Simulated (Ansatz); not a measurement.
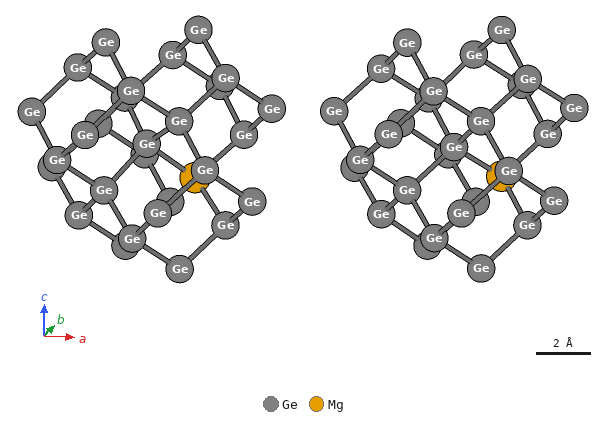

Two geometries of a defect cell of composition Ge₆₃Mg, drawn at one scale. One is the start of a relaxation, the other its converged end. Style: ball-and-stick. Shown: the atoms within 5.0 Å of the atom that moves most (axes of the cell of the calculation (origin shifted)), slightly off an axis.

Method: DFT, PBEsol, PAW, plane waves (Ansatz). (plane-wave cutoff 420 eV; k-point mesh 1 × 1 × 1; mesh shifted by (0.25, 0.25, 0.25); no spin polarisation; atoms relaxed in a fixed cell; force threshold 0.03 eV/Å; at most 80 steps)

> Which one is relaxed?

The left one is the relaxed one. The atoms of the start lie slightly off their symmetric places, so part of the fall in energy undoes that. The energy falls by 0.644 eV per cell of the calculation in 8 geometry steps. The largest force component goes from 0.94 to 0.009 eV/Å. The atom that moves furthest is a Ge atom (0.25 Å along [−1 −1 1]). Largest moves by element: Ge 0.25 Å, Mg 0.16 Å. The lattice vectors keep their values. Among the contacts that change: Ge–Mg 2.467 → 2.614 Å, Ge–Mg 2.404 → 2.514 Å, Ge–Ge 2.508 → 2.427 Å, Ge–Mg 2.447 → 2.528 Å. Among the angles between lasting bonds that change: Ge–Ge–Mg 110.9° → 102.4°, Ge–Ge–Ge 108.9° → 102.2°, Ge–Ge–Ge 108.4° → 114.5°. Cost: 15 s on 1 × NVIDIA GB300 Max-Q with 8 threads of Arm Neoverse-V2, peak memory 2.3 GiB.
